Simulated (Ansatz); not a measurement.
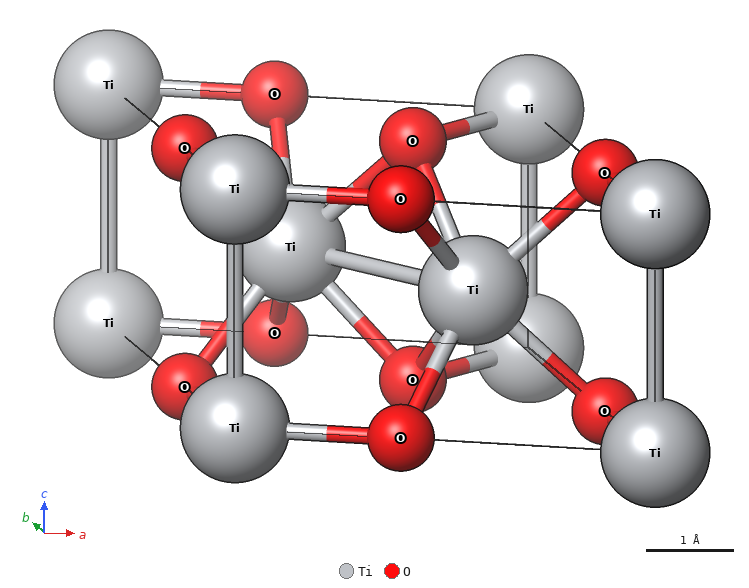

This ball-and-stick model is shown slightly off an axis. The frame is the simulation cell; atoms at its boundary are shown with their periodic copies.

Full input:
```yaml
crystal:
  lattice:
    - [4.958439973, 0.0, 0.0]
    - [-2.4792199865, 4.2941349798, 0.0]
    - [0.0, 0.0, 2.8359676476]
  atoms:
    - { symbol: Ti, position: [0.6666666667, 0.3333333333, 0.5] }
    - { symbol: Ti, position: [0.3333333333, 0.6666666667, 0.5] }
    - { symbol: Ti, position: [0.0, 0.0, 0.0] }
    - { symbol: O, position: [0.6052948632, 0.6052948632, 0.0] }
    - { symbol: O, position: [0.3947051368, 0.0, 0.0] }
    - { symbol: O, position: [0.0, 0.3947051368, 0.0] }
basis:
  ecutwfc: 420
kpoints:
  mp_grid: { grid: [12, 12, 12] }
  band_path:
    path:
      - [[0.0, 0.0, 0.0], [0.5, 0.0, 0.0], [0.33333333, 0.33333333, 0.0], [0.0, 0.0, 0.0], [0.0, 0.0, 0.5], [0.5, 0.0, 0.5], [0.33333333, 0.33333333, 0.5], [0.0, 0.0, 0.5]]
      - [[0.5, 0.0, 0.5], [0.5, 0.0, 0.0]]
      - [[0.33333333, 0.33333333, 0.5], [0.33333333, 0.33333333, 0.0]]
    npoints: 14
hamiltonian:
  xc: pbesol
scf:
  occupations: { method: gaussian, width: 0.1 }
  n_extra_bands: 15
output:
  forces: true
  stress: true
  eigenvalues: true
  populations: true
  dos: { projected: true, de: 0.02, nscf_kmesh: { grid: [18, 18, 18] } }
  bader: true
  write_density: true
  write_potential: true
  elf: true
  volumetric_format: npy
```
Run as:
```sh
ansatz run input.yaml --threads 1 --pin off --max-ram 2560MiB --backend cpu --events-out ev --progress --plain --runs-dir out
```

Computational set-up: Ansatz, DFT PBEsol, scalar-relativistic, plane waves, PAW, a 420 eV plane-wave basis, k-points on a 12×12×12 grid, Gaussian smearing of 0.1 eV, no spin polarisation.

Q: State the Bader charges by element.

A: Ti +1.10 to +1.45 e; O -1.34 e.

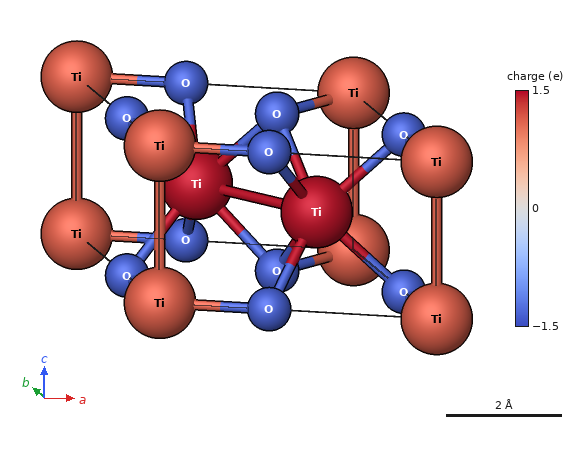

The atoms coloured by those charges.

The initial geometry was a structure listed in the Materials Project. Earlier steps of the study may have refined or changed the cell and positions. It was run through Ansatz as a DFT input.
